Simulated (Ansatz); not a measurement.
## A series of single points on B

System: B (Pm-3m, 1 atom in the cell).
Method: DFT, PBEsol, plane waves (420 eV) with PAW, scalar-relativistic, no spin polarisation (Ansatz 0.2.0).

The 5 runs differ only in the geometry, by an even scaling of the cell at fixed fractional positions.

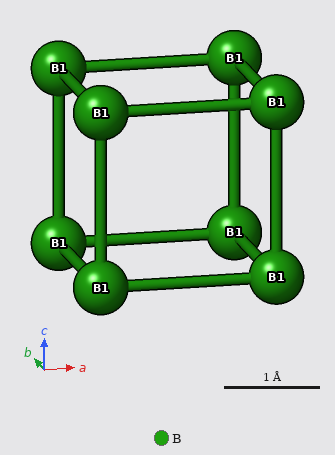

Figure 1. The structure of run 3 (ball-and-stick view of the cell of the calculation, seen slightly off an axis; atoms are numbered from 1 in the order of the input).

### Input of run 3
```yaml
crystal:
  lattice:
    - [1.9009821026, 0.0, 0.0]
    - [0.0, 1.9009821026, 0.0]
    - [0.0, 0.0, 1.9009821026]
  atoms:
    - { symbol: B, position: [0.0, 0.0, 0.0] }
hamiltonian:
  xc: pbesol
  pseudopotentials:
    kind: paw
    azcp:
      B: "pseudopotentials/B.paw.azcp"
basis:
  ecutwfc: 420
  fft_grid_basis: typed
kpoints:
  mp_grid: { grid: [19, 19, 19], shift: [0, 0, 0] }
magnetization:
  spin_polarized: false
scf:
  occupations: { method: fermi_dirac, width: 0.1 }
  lower_state_search: "off"
output:
  stress: true
  write_density: true
  write_potential: true
  elf: true
  volumetric_format: npy
```

Command:
```bash
ansatz run input.yaml --threads 2 --pin off --max-ram 5120MiB --backend cpu --events-out ev --progress --plain --runs-dir out
```

Lattice vectors (Å) and fractional positions of run 3:
```
   1.900982    0.000000    0.000000
   0.000000    1.900982    0.000000
   0.000000    0.000000    1.900982
B   0.000000  0.000000  0.000000
```

Run 2 differs from it as follows:
```diff
-    - [1.9009821026, 0.0, 0.0]
-    - [0.0, 1.9009821026, 0.0]
-    - [0.0, 0.0, 1.9009821026]
+    - [1.8762912287, 0.0, 0.0]
+    - [0.0, 1.8762912287, 0.0]
+    - [0.0, 0.0, 1.8762912287]
```

### Results, with one run withheld

| run | volume per atom (Å³) | free energy per atom, from the lowest run given (meV) | pressure (GPa) |
| --- | --- | --- | --- |
| 1 | 6.077 | 29.97 | 23.71 |
| 2 | 6.605 | ? | ? |
| 3 | 6.870 | 0.00 | −8.64 |
| 4 | 7.134 | 20.52 | −16.01 |
| 5 | 7.398 | 52.13 | −22.14 |

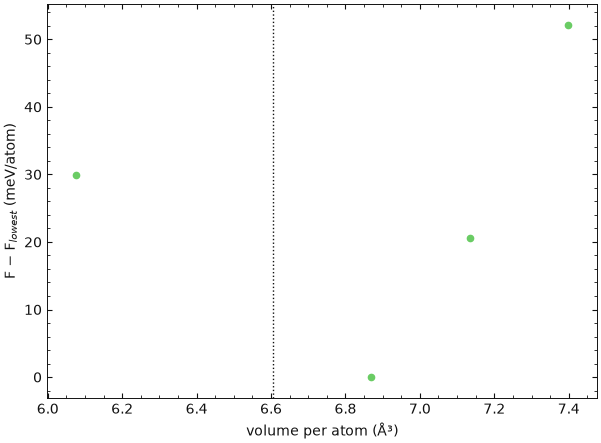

Figure 2. Free energy per atom of the runs given; the dotted line marks run 2.

What should run 2 give?

A quadratic polynomial in V^(−2/3) (the Birch–Murnaghan form), fitted to the 4 runs given, misses them by at most 0.08 meV per atom. With x = V^(−2/3) − 0.27756 Å⁻², it reads F = −1.6748 − 1801.5 x + 1.4052e+05 x² (meV per atom). At run 2 it gives −7.45 meV per atom, and the run itself gives −7.15. The slope of the fit gives a pressure −dF/dV of 0.12 GPa there, and the run prints 0.23 GPa. The two needn't agree exactly: the fit is approximate, and the printed stress is taken on a finite basis. The fit has its minimum at 6.608 Å³ per atom, where V d²F/dV² gives 244 GPa: the bulk modulus at this level, since symmetry fixes the shape and the positions.

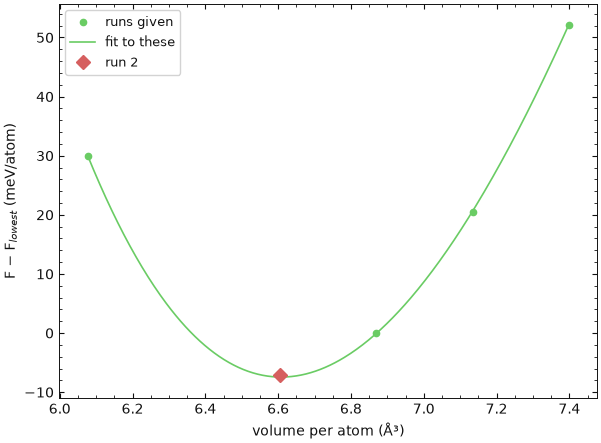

Figure 3. The fit and the withheld run.

### Output, shortened to warnings, some set-up lines, iterations and results (run 2)
```
Warning: [file] the record states the generating functional pbe (its physics header spells it `PBE`), which answers neither for hamiltonian.xc's functional nor for the pbesol family's — results may be inconsistent (PPs are generated against a specific XC)
Basis set: ecut = 420 eV, 123 PW (Γ)
Symmetry: 48 space group operations
k-points: 220 of 6859
Initial density: superposition of atomic densities (neutral atoms: chi_scale 0, normalization atom), corrected by the library's trained network
[...]
SCF iter   1: F=—  HF=-151.616388 eV  |F-HF|=—  |Δ(HF+E_count)|=         —  Δρ=3.11e-3  dr2=2.47e-4  ethr=1.77e-3  ⟨swp⟩=4.3  Hψ=9842  notcnv=0
SCF iter   2: F=—  HF=-151.616288 eV  |F-HF|=—  |Δ(HF+E_count)|=   9.99e-5  Δρ=1.57e-3  dr2=6.29e-5  ethr=8.24e-6  ⟨swp⟩=1.0  Hψ=3080  notcnv=0
SCF iter   3: F=—  HF=-151.616288 eV  |F-HF|=—  |Δ(HF+E_count)|=   1.54e-7  Δρ=1.64e-4  dr2=1.41e-6  ethr=2.10e-6  ⟨swp⟩=1.9  Hψ=1598  notcnv=0
SCF iter   4: F=—  HF=-151.616287 eV  |F-HF|=—  |Δ(HF+E_count)|=   4.38e-7  Δρ=9.08e-5  dr2=4.18e-7  ethr=4.71e-8  ⟨swp⟩=1.0  Hψ=1324  notcnv=0
SCF iter   5: F=-151.616287 eV  HF=-151.616287 eV  |F-HF|=8.87e-10  |Δ(HF+E_count)|=   1.36e-7  Δρ=7.38e-6  dr2=2.46e-9  ethr=1.39e-8  ⟨swp⟩=1.8  Hψ=1564  notcnv=0
SCF iter   6: F=-151.616287 eV  HF=-151.616287 eV  |F-HF|=8.91e-11  |Δ(HF+E_count)|=  7.93e-10  Δρ=2.13e-6  dr2=2.29e-10  ethr=8.20e-11  ⟨swp⟩=4.4  Hψ=4869  notcnv=0
SCF 1 converged in 6 iterations: F = -151.616287 eV  dr2 = 2.29e-10
SCF converged after 6 iterations
Free energy (F): -151.616287 eV
Harris-Foulkes:  -151.616287 eV  (|F-HF|=8.91e-11)
Internal energy: -151.606934 eV  (E = F + TS)
E sigma→0 (E₀):  -151.611611 eV
Entropy (-TS):   -0.009353 eV (-9.353 meV/atom)
Fermi energy:    10.648915 eV
--- Per-component energies (eV) ---
  E_band       = 14.030706
  E_kinetic    = 47.110790
  E_local      = -6.792515  (includes V_loc(G=0)·N_el)
  E_nonlocal   = 12.235755
  E_hartree    = 0.960781
  E_xc         = -31.789074
  E_vxc        = -37.858091  (∫ρ·V_xc dr)
  E_paw        = -75.360270  (= ΣΔE_a)
  E_vpaw       = -2.586818  (= ΣTr[D̂ρ^β])
  E_aug_tail   = -0.000003  (compensation charges beyond the density's cutoff)
  E_ewald      = -97.987107
  E_core_change = 0.014711  (= ΣΔE_core)
  E_smearing   = -0.009353  (= −TS)
  E_closure    = 0.000000  (closes the sum)
  Σ components = -151.616287   (vs F -151.616287, Δ=0.00e0)
--- Stress (GPa, compression-positive) ---
        0.233474      -0.000000      -0.000000
       -0.000000       0.233474       0.000000
        0.000000       0.000000       0.233474
  P = ⅓ Tr σ = 0.2335 GPa (2.335 kbar)
```

The program warns: the PAW datasets were made with another functional.
